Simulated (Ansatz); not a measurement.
Geometry relaxation, with input and output: C (part 1 of 2)

C (2 atoms in the cell), computed with DFT PBE+D3(BJ), scalar-relativistic, plane waves, PAW, PAW set soft_1, no spin polarisation (Ansatz 0.2.0).

The structure derives from an entry of the Crystallography Open Database. Figures and captions count atoms from 1; the log counts them from 0 in places.

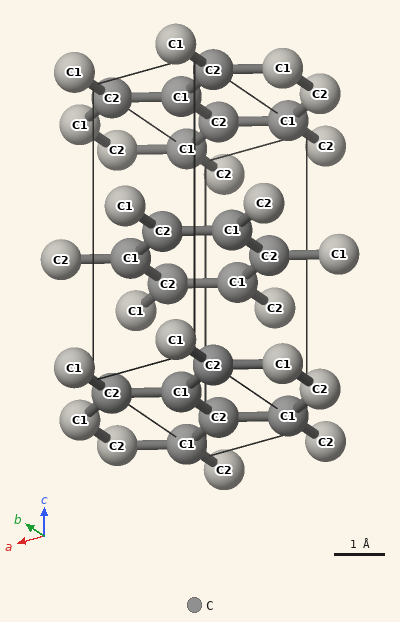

*The starting structure (ball-and-stick view of the cell 4 times as large as that of the calculation, set on its symmetry axes, seen at an oblique angle; neighbours outside the cell are drawn fainter; atoms are numbered from 1 in the order of the input). An atom can appear more than once, as a periodic image.*

## The input
```yaml
crystal:
  lattice:
    - [0.0, 2.127, 3.348]
    - [1.228, 0.0, 3.348]
    - [1.228, 2.127, 0.0]
  atoms:
    - { symbol: C, position: [0.16667, 0.83333, 0.16667] }
    - { symbol: C, position: [0.83333, 0.16667, 0.83333] }
basis:
  ecutwfc: 420
kpoints:
  mp_grid: { grid: [14, 14, 14] }
hamiltonian:
  xc: pbe
  pseudopotentials: { kind: paw, azcp: { folder: soft_1 } }
  dispersion: d3bj
scf:
  occupations: { method: gaussian, width: 0.02 }
output:
  forces: true
  stress: true
  eigenvalues: true
  write_density: true
  write_potential: true
  elf: true
  volumetric_format: npy
relax:
  adjacent_minimum: "off"
  f_tol: 0.005
  max_steps: 80
  cell: { stress_tol: 0.05 }
```

Command:
```bash
ansatz run input.yaml --threads 4 --pin off --max-ram 12288MiB --backend cpu --events-out ev --progress --plain --runs-dir out
```

## What the program printed
```
Engine: ansatz 0.2.0, aarch64-unknown-linux-gnu
Pseudopotentials: kind: paw
Pseudopotential: C, paw, valence charge 4, recommended cutoff 420 eV (normal), [file]
Functional definition: PBE
  parameter kappa = 0.804
  parameter beta = 0.06672455060314922
  exchange = pbe_x(kappa = kappa, mu = beta*pi^2/3)
  correlation = pbe_c(beta = beta)
Crystal: 2 atoms, lattice volume = 17.490 Å³
Basis set: ecut = 420 eV, 333 PW (Γ), exchange–correlation on 54×48×36 points (8 copies of the dense FFT grid, shifted against one another)
Bands: 8, of which v1, the nominal top of the filled ones, is band 4 counted from 1 (3 counted from 0)
Symmetry: 8 space group operations
Space group: Fmmm (ITA 69), of the structure as read, at distance tolerance 2.6e-5 Å
k-points: 428 of 2744
Non-local potential: C, projectors of the file, l = 0: 2, l = 1: 2, l = 2: 1
PAW form: soft (Blöchl's): semilocal exchange-correlation on the pseudo side does not see the compensation charge
PAW one-centre angular grid: C, 110 points (default); XC on 64 Gauss nodes
Initial density: superposition of atomic densities (chi_scale 0.1, normalization cell)
Initial wavefunctions: pseudopotential atomic-orbital guess
Functional: x = pbe(κ = 0.804, μ = 0.2195149727645171), c = pbe(β = 0.06672455060314922)
SCF iter   1: F=—  HF=-503.272988 eV  |F-HF|=—  |Δ(HF+E_count)|=         —  Δρ=1.30e-1  dr2=2.59e0  ethr=3.10e-3  ⟨swp⟩=4.8  Hψ=23291  notcnv=0
preconditioner: auto → none  [insulator: Δε(μ)=0.512 eV  Ē_g=19.317 eV  σ=0.020 eV  W_gap=1.00  n_scr=2 (ndim 8)  ℏωp=25.1 eV  f_vac=0.000  D(μ)=0.00/eV (n_scr^D=0)  ε∞_Penn≈2.7]
SCF iter   2: F=—  HF=-502.327379 eV  |F-HF|=—  |Δ(HF+E_count)|=   9.46e-1  Δρ=5.51e-2  dr2=4.39e-1  ethr=3.10e-3  ⟨swp⟩=2.5  Hψ=10089  notcnv=0
SCF iter   3: F=—  HF=-502.164434 eV  |F-HF|=—  |Δ(HF+E_count)|=   1.63e-1  Δρ=4.33e-3  dr2=1.23e-3  ethr=3.10e-3  ⟨swp⟩=2.6  Hψ=8147  notcnv=0
SCF iter   4: F=—  HF=-502.165582 eV  |F-HF|=—  |Δ(HF+E_count)|=   1.15e-3  Δρ=3.07e-4  dr2=2.52e-5  ethr=1.53e-5  ⟨swp⟩=2.4  Hψ=8542  notcnv=0
SCF iter   5: F=—  HF=-502.165596 eV  |F-HF|=—  |Δ(HF+E_count)|=   1.36e-5  Δρ=7.01e-5  dr2=5.74e-7  ethr=3.15e-7  ⟨swp⟩=2.7  Hψ=5125  notcnv=0
SCF iter   6: F=-502.165597 eV  HF=-502.165597 eV  |F-HF|=4.50e-10  |Δ(HF+E_count)|=   7.92e-7  Δρ=2.12e-6  dr2=3.25e-10  ethr=1.25e-9  ⟨swp⟩=9.6  Hψ=24381  notcnv=0
SCF 1 converged in 6 iterations: F = -502.165597 eV  dr2 = 3.25e-10
  greatest PAW one-centre occupation: 0.675 electrons in one spin orbital (limit 2), on the C atom at site 1 (counted from 0), in its partial waves of l = 0
relax step   1: F+E_penalty+E_count = -502.16559658 eV  Δ(F+E_penalty+E_count) = +0.000e0 eV  max|allowed force component| = 3.105e-2 eV/Å  Δτ_max = 0.0000 Å  P = +3.374 GPa  Ω = 17.490 Å³  (6 SCF iters, dr2 threshold 1.00e-7 eV, accepted)
Crystal: 2 atoms, lattice volume = 17.739 Å³
Initial density: handed on by an earlier stage of this run
Initial wavefunctions: those handed on with the density
iter 1 solved again at ethr=2.15e-5 eV; its pass at ethr=3.10e-3 eV (dr2=1.72e-3 eV) is discarded
SCF iter   1: F=—  HF=-502.167772 eV  |F-HF|=—  |Δ(HF+E_count)|=         —  Δρ=2.57e-3  dr2=1.60e-3  ethr=2.15e-5  ⟨swp⟩=1.0  Hψ=30970  notcnv=0
preconditioner: auto → none  [insulator: Δε(μ)=0.385 eV  Ē_g=18.399 eV  σ=0.020 eV  W_gap=1.00  n_scr=2 (ndim 8)  ℏωp=24.9 eV  f_vac=0.010  D(μ)=0.00/eV (n_scr^D=0)  ε∞_Penn≈2.8]
SCF iter   2: F=—  HF=-502.167222 eV  |F-HF|=—  |Δ(HF+E_count)|=   5.51e-4  Δρ=1.03e-3  dr2=2.73e-4  ethr=2.00e-5  ⟨swp⟩=3.0  Hψ=6301  notcnv=0
SCF iter   3: F=—  HF=-502.167127 eV  |F-HF|=—  |Δ(HF+E_count)|=   9.45e-5  Δρ=1.09e-4  dr2=1.29e-6  ethr=3.41e-6  ⟨swp⟩=2.8  Hψ=5265  notcnv=0
SCF iter   4: F=—  HF=-502.167134 eV  |F-HF|=—  |Δ(HF+E_count)|=   7.26e-6  Δρ=8.69e-6  dr2=8.88e-9  ethr=1.62e-8  ⟨swp⟩=2.8  Hψ=5212  notcnv=0
iter 5 did not close the SCF: its close was put off for the readings that it lacked (scf_convergence_deferred on its scf_iter line)
SCF iter   5: F=-502.167134 eV  HF=-502.167134 eV  |F-HF|=1.93e-10  |Δ(HF+E_count)|=   2.10e-9  Δρ=1.40e-6  dr2=1.81e-10  ethr=1.11e-10  ⟨swp⟩=2.4  Hψ=4671  notcnv=0
SCF iter   6: F=-502.167134 eV  HF=-502.167134 eV  |F-HF|=1.53e-12  |Δ(HF+E_count)|=  2.38e-10  Δρ=1.07e-7  dr2=1.07e-12  ethr=2.27e-12  ⟨swp⟩=4.6  Hψ=15294  notcnv=0
SCF 2 converged in 6 iterations: F = -502.167134 eV  dr2 = 1.07e-12
  greatest PAW one-centre occupation: 0.674 electrons in one spin orbital (limit 2), on the C atom at site 1 (counted from 0), in its partial waves of l = 0
relax step   2: F+E_penalty+E_count = -502.16713445 eV  Δ(F+E_penalty+E_count) = -1.538e-3 eV  max|allowed force component| = 1.442e-2 eV/Å  Δτ_max = 0.0002 Å  P = +0.924 GPa  Ω = 17.739 Å³  energy of the carried Pulay correction = -5.193e-4 eV  (6 SCF iters, dr2 threshold 2.00e-7 eV, accepted)
Crystal: 2 atoms, lattice volume = 17.827 Å³
iter 1 solved again at ethr=2.74e-6 eV; its pass at ethr=3.10e-3 eV (dr2=2.19e-4 eV) is discarded
SCF iter   1: F=—  HF=-502.167203 eV  |F-HF|=—  |Δ(HF+E_count)|=         —  Δρ=9.26e-4  dr2=2.05e-4  ethr=2.74e-6  ⟨swp⟩=1.0  Hψ=29507  notcnv=0
preconditioner: auto → none  [insulator: Δε(μ)=0.399 eV  Ē_g=18.374 eV  σ=0.020 eV  W_gap=1.00  n_scr=2 (ndim 8)  ℏωp=24.9 eV  f_vac=0.008  D(μ)=0.00/eV (n_scr^D=0)  ε∞_Penn≈2.8]
SCF iter   2: F=—  HF=-502.167130 eV  |F-HF|=—  |Δ(HF+E_count)|=   7.22e-5  Δρ=3.71e-4  dr2=3.50e-5  ethr=2.57e-6  ⟨swp⟩=1.9  Hψ=4606  notcnv=0
SCF iter   3: F=—  HF=-502.167123 eV  |F-HF|=—  |Δ(HF+E_count)|=   7.30e-6  Δρ=3.85e-5  dr2=1.57e-7  ethr=4.38e-7  ⟨swp⟩=2.8  Hψ=5195  notcnv=0
iter 4 did not close the SCF: its close was put off for the readings that it lacked (scf_convergence_deferred on its scf_iter line)
SCF iter   4: F=-502.167123 eV  HF=-502.167123 eV  |F-HF|=1.80e-10  |Δ(HF+E_count)|=   1.62e-7  Δρ=2.61e-6  dr2=7.88e-10  ethr=1.96e-9  ⟨swp⟩=2.8  Hψ=5179  notcnv=0
iter 5 did not close the SCF: its close was put off for the readings that it lacked (scf_convergence_deferred on its scf_iter line)
SCF iter   5: F=-502.167123 eV  HF=-502.167123 eV  |F-HF|=1.78e-11  |Δ(HF+E_count)|=  2.21e-10  Δρ=3.50e-7  dr2=1.11e-11  ethr=9.85e-12  ⟨swp⟩=2.7  Hψ=5029  notcnv=0
SCF iter   6: F=-502.167123 eV  HF=-502.167123 eV  |F-HF|=4.55e-13  |Δ(HF+E_count)|=  2.09e-11  Δρ=2.99e-8  dr2=7.60e-14  ethr=1.00e-12  ⟨swp⟩=4.4  Hψ=13977  notcnv=0
SCF 3 converged in 6 iterations: F = -502.167123 eV  dr2 = 7.60e-14
  greatest PAW one-centre occupation: 0.673 electrons in one spin orbital (limit 2), on the C atom at site 1 (counted from 0), in its partial waves of l = 0
relax step   3: F+E_penalty+E_count = -502.16712332 eV  Δ(F+E_penalty+E_count) = +1.113e-5 eV  max|allowed force component| = 3.520e-3 eV/Å  Δτ_max = 0.0001 Å  P = +0.017 GPa  Ω = 17.827 Å³  energy of the carried Pulay correction = -7.020e-4 eV  (6 SCF iters, dr2 threshold 2.00e-7 eV, accepted)
Basis set: ecut = 420 eV, 333 PW (Γ), exchange–correlation on 54×50×36 points (8 copies of the dense FFT grid, shifted against one another)
Initial wavefunctions: pseudopotential atomic-orbital guess (no wavefunctions were taken with the density)
iter 1 solved again at ethr=6.62e-8 eV; its pass at ethr=3.10e-3 eV (dr2=5.30e-6 eV) is discarded
SCF iter   1: F=—  HF=-502.167957 eV  |F-HF|=—  |Δ(HF+E_count)|=         —  Δρ=8.41e-5  dr2=1.52e-7  ethr=6.62e-8  ⟨swp⟩=3.5  Hψ=33454  notcnv=0
preconditioner: auto → none  [insulator: Δε(μ)=0.400 eV  Ē_g=18.381 eV  σ=0.020 eV  W_gap=1.00  n_scr=2 (ndim 8)  ℏωp=24.9 eV  f_vac=0.006  D(μ)=0.00/eV (n_scr^D=0)  ε∞_Penn≈2.8]
SCF iter   2: F=—  HF=-502.167962 eV  |F-HF|=—  |Δ(HF+E_count)|=   4.80e-6  Δρ=4.25e-5  dr2=3.56e-8  ethr=1.90e-9  ⟨swp⟩=2.8  Hψ=5210  notcnv=0
SCF iter   3: F=—  HF=-502.167963 eV  |F-HF|=—  |Δ(HF+E_count)|=   3.88e-7  Δρ=2.02e-6  dr2=1.12e-10  ethr=4.45e-10  ⟨swp⟩=2.0  Hψ=5130  notcnv=0
iter 4 did not close the SCF: its close was put off for the readings that it lacked (scf_convergence_deferred on its scf_iter line)
SCF iter   4: F=-502.167963 eV  HF=-502.167963 eV  |F-HF|=4.60e-12  |Δ(HF+E_count)|=  8.17e-10  Δρ=1.54e-7  dr2=2.09e-12  ethr=1.39e-12  ⟨swp⟩=2.2  Hψ=5169  notcnv=0
iter 5 did not close the SCF: its close was put off for the readings that it lacked (scf_convergence_deferred on its scf_iter line)
SCF iter   5: F=-502.167963 eV  HF=-502.167963 eV  |F-HF|=1.14e-13  |Δ(HF+E_count)|=  5.06e-12  Δρ=7.74e-9  dr2=1.82e-14  ethr=1.00e-12  ⟨swp⟩=1.0  Hψ=3424  notcnv=0
iter 6 did not close the SCF: its close was put off for the readings that it lacked (scf_convergence_deferred on its scf_iter line)
SCF iter   6: F=-502.167963 eV  HF=-502.167963 eV  |F-HF|=0.00e0  |Δ(HF+E_count)|=  5.68e-14  Δρ=1.64e-9  dr2=1.87e-16  ethr=1.00e-12  ⟨swp⟩=1.0  Hψ=3424  notcnv=0
iter 7 did not close the SCF: its close was put off for the readings that it lacked (scf_convergence_deferred on its scf_iter line)
SCF iter   7: F=-502.167963 eV  HF=-502.167963 eV  |F-HF|=1.14e-13  |Δ(HF+E_count)|=  5.68e-14  Δρ=6.45e-10  dr2=4.59e-17  ethr=1.00e-12  ⟨swp⟩=1.0  Hψ=3424  notcnv=0
SCF iter   8: F=-502.167963 eV  HF=-502.167963 eV  |F-HF|=0.00e0  |Δ(HF+E_count)|=  5.68e-14  Δρ=1.21e-10  dr2=1.81e-18  ethr=1.00e-12  ⟨swp⟩=2.4  Hψ=9911  notcnv=0
SCF 4 converged in 8 iterations: F = -502.167963 eV  dr2 = 1.81e-18
relax step   4: F+E_penalty+E_count = -502.16796250 eV  Δ(F+E_penalty+E_count) = -8.392e-4 eV  max|allowed force component| = 3.493e-3 eV/Å  Δτ_max = 0.0000 Å  P = +0.094 GPa  Ω = 17.827 Å³  stress off target by 1.57e-1 GPa  SCF on the basis re-selected at this cell (its energy is not comparable with the rows above)  (8 SCF iters)
basis re-selected at this cell: Δ(F+E_penalty+E_count) = -8.392e-4 eV, ΔP = +0.077 GPa vs the last step (what re-selecting the basis moved, of the pressure what is left beyond the Pulay correction that the steps carried, after the strain that the cell walked since its last selection, with what the two solves' SCF thresholds leave and, on support functions, any second-order correction that the steps lacked; it is no measure of the basis error at this ecutwfc). The dense FFT grid was sized anew with the basis: this SCF ran on 27×25×18 points, the steps before it on 27×24×18, so part of this shift can come from that change (see relax.cell in the input reference). This SCF's stress stands 1.57e-1 GPa from its target on what of the cell is left free (relax.cell.stress_tol is 5.00e-2 GPa) and its largest allowed force component is 3.49e-3 eV/Å (relax.f_tol is 5.00e-3 eV/Å): not within both, so this SCF does not close the relaxation
Crystal: 2 atoms, lattice volume = 17.883 Å³
iter 1 solved again at ethr=6.53e-7 eV; its pass at ethr=3.10e-3 eV (dr2=5.22e-5 eV) is discarded
SCF iter   1: F=—  HF=-502.167878 eV  |F-HF|=—  |Δ(HF+E_count)|=         —  Δρ=4.07e-4  dr2=4.23e-5  ethr=6.53e-7  ⟨swp⟩=2.2  Hψ=31278  notcnv=0
preconditioner: auto → none  [insulator: Δε(μ)=0.413 eV  Ē_g=18.367 eV  σ=0.020 eV  W_gap=1.00  n_scr=2 (ndim 8)  ℏωp=24.8 eV  f_vac=0.009  D(μ)=0.00/eV (n_scr^D=0)  ε∞_Penn≈2.8]
SCF iter   2: F=—  HF=-502.167870 eV  |F-HF|=—  |Δ(HF+E_count)|=   8.80e-6  Δρ=1.80e-4  dr2=8.17e-6  ethr=5.29e-7  ⟨swp⟩=2.0  Hψ=4606  notcnv=0
iter 3 did not close the SCF: its close was put off for the readings that it lacked (scf_convergence_deferred on its scf_iter line)
SCF iter   3: F=-502.167868 eV  HF=-502.167868 eV  |F-HF|=3.96e-8  |Δ(HF+E_count)|=   1.82e-6  Δρ=2.09e-5  dr2=4.29e-8  ethr=1.02e-7  ⟨swp⟩=2.8  Hψ=5158  notcnv=0
iter 4 did not close the SCF: its close was put off for the readings that it lacked (scf_convergence_deferred on its scf_iter line)
SCF iter   4: F=-502.167868 eV  HF=-502.167868 eV  |F-HF|=1.41e-10  |Δ(HF+E_count)|=   4.12e-8  Δρ=8.88e-7  dr2=5.81e-11  ethr=5.36e-10  ⟨swp⟩=2.7  Hψ=4832  notcnv=0
iter 5 did not close the SCF: its close was put off for the readings that it lacked (scf_convergence_deferred on its scf_iter line)
SCF iter   5: F=-502.167868 eV  HF=-502.167868 eV  |F-HF|=6.37e-12  |Δ(HF+E_count)|=  1.93e-10  Δρ=1.86e-7  dr2=2.41e-12  ethr=1.00e-12  ⟨swp⟩=2.4  Hψ=5220  notcnv=0
SCF iter   6: F=-502.167868 eV  HF=-502.167868 eV  |F-HF|=5.68e-14  |Δ(HF+E_count)|=  7.22e-12  Δρ=2.18e-8  dr2=6.18e-14  ethr=1.00e-12  ⟨swp⟩=4.3  Hψ=13382  notcnv=0
SCF 5 converged in 6 iterations: F = -502.167868 eV  dr2 = 6.18e-14
relax step   5: F+E_penalty+E_count = -502.16786788 eV  Δ(F+E_penalty+E_count) = +9.462e-5 eV  max|allowed force component| = 2.984e-4 eV/Å  Δτ_max = 0.0000 Å  P = -0.006 GPa  Ω = 17.883 Å³  energy of the carried Pulay correction = -1.277e-4 eV  (6 SCF iters, accepted)
iter 1 solved again at ethr=7.10e-8 eV; its pass at ethr=3.10e-3 eV (dr2=5.68e-6 eV) is discarded
SCF iter   1: F=—  HF=-502.167996 eV  |F-HF|=—  |Δ(HF+E_count)|=         —  Δρ=1.57e-5  dr2=5.10e-9  ethr=7.10e-8  ⟨swp⟩=3.4  Hψ=33417  notcnv=0
preconditioner: auto → none  [insulator: Δε(μ)=0.413 eV  Ē_g=18.370 eV  σ=0.020 eV  W_gap=1.00  n_scr=2 (ndim 8)  ℏωp=24.8 eV  f_vac=0.008  D(μ)=0.00/eV (n_scr^D=0)  ε∞_Penn≈2.8]
SCF iter   2: F=—  HF=-502.167999 eV  |F-HF|=—  |Δ(HF+E_count)|=   3.17e-6  Δρ=7.87e-6  dr2=1.14e-9  ethr=6.38e-11  ⟨swp⟩=2.5  Hψ=5385  notcnv=0
iter 3 did not close the SCF: its close was put off for the readings that it lacked (scf_convergence_deferred on its scf_iter line)
SCF iter   3: F=-502.167999 eV  HF=-502.167999 eV  |F-HF|=9.07e-11  |Δ(HF+E_count)|=   2.73e-8  Δρ=5.26e-7  dr2=6.67e-12  ethr=1.43e-11  ⟨swp⟩=2.1  Hψ=5107  notcnv=0
iter 4 did not close the SCF: its close was put off for the readings that it lacked (scf_convergence_deferred on its scf_iter line)
SCF iter   4: F=-502.167999 eV  HF=-502.167999 eV  |F-HF|=7.96e-13  |Δ(HF+E_count)|=  9.24e-11  Δρ=4.74e-8  dr2=1.82e-13  ethr=1.00e-12  ⟨swp⟩=1.6  Hψ=3696  notcnv=0
iter 5 did not close the SCF: its close was put off for the readings that it lacked (scf_convergence_deferred on its scf_iter line)
SCF iter   5: F=-502.167999 eV  HF=-502.167999 eV  |F-HF|=1.14e-13  |Δ(HF+E_count)|=  7.39e-13  Δρ=4.35e-9  dr2=1.81e-15  ethr=1.00e-12  ⟨swp⟩=1.0  Hψ=3424  notcnv=0
iter 6 did not close the SCF: its close was put off for the readings that it lacked (scf_convergence_deferred on its scf_iter line)
SCF iter   6: F=-502.167999 eV  HF=-502.167999 eV  |F-HF|=1.14e-13  |Δ(HF+E_count)|=    0.00e0  Δρ=9.74e-10  dr2=4.50e-17  ethr=1.00e-12  ⟨swp⟩=1.0  Hψ=3424  notcnv=0
SCF iter   7: F=-502.167999 eV  HF=-502.167999 eV  |F-HF|=1.14e-13  |Δ(HF+E_count)|=  5.68e-14  Δρ=3.13e-10  dr2=1.04e-17  ethr=1.00e-12  ⟨swp⟩=2.4  Hψ=10080  notcnv=0
SCF 6 converged in 7 iterations: F = -502.167999 eV  dr2 = 1.04e-17
relax step   6: F+E_penalty+E_count = -502.16799871 eV  Δ(F+E_penalty+E_count) = -1.308e-4 eV  max|allowed force component| = 3.014e-4 eV/Å  Δτ_max = 0.0000 Å  P = -0.000 GPa  Ω = 17.883 Å³  stress off target by 5.57e-2 GPa  SCF on the basis re-selected at this cell (its energy is not comparable with the rows above)  (7 SCF iters)
basis re-selected at this cell: Δ(F+E_penalty+E_count) = -1.308e-4 eV, ΔP = +0.006 GPa vs the last step (what re-selecting the basis moved, of the pressure what is left beyond the Pulay correction that the steps carried, after the strain that the cell walked since its last selection, with what the two solves' SCF thresholds leave and, on support functions, any second-order correction that the steps lacked; it is no measure of the basis error at this ecutwfc). This SCF's stress stands 5.57e-2 GPa from its target on what of the cell is left free (relax.cell.stress_tol is 5.00e-2 GPa) and its largest allowed force component is 3.01e-4 eV/Å (relax.f_tol is 5.00e-3 eV/Å): not within both, so this SCF does not close the relaxation
Crystal: 2 atoms, lattice volume = 17.905 Å³
iter 1 solved again at ethr=9.51e-8 eV; its pass at ethr=3.10e-3 eV (dr2=7.61e-6 eV) is discarded
```
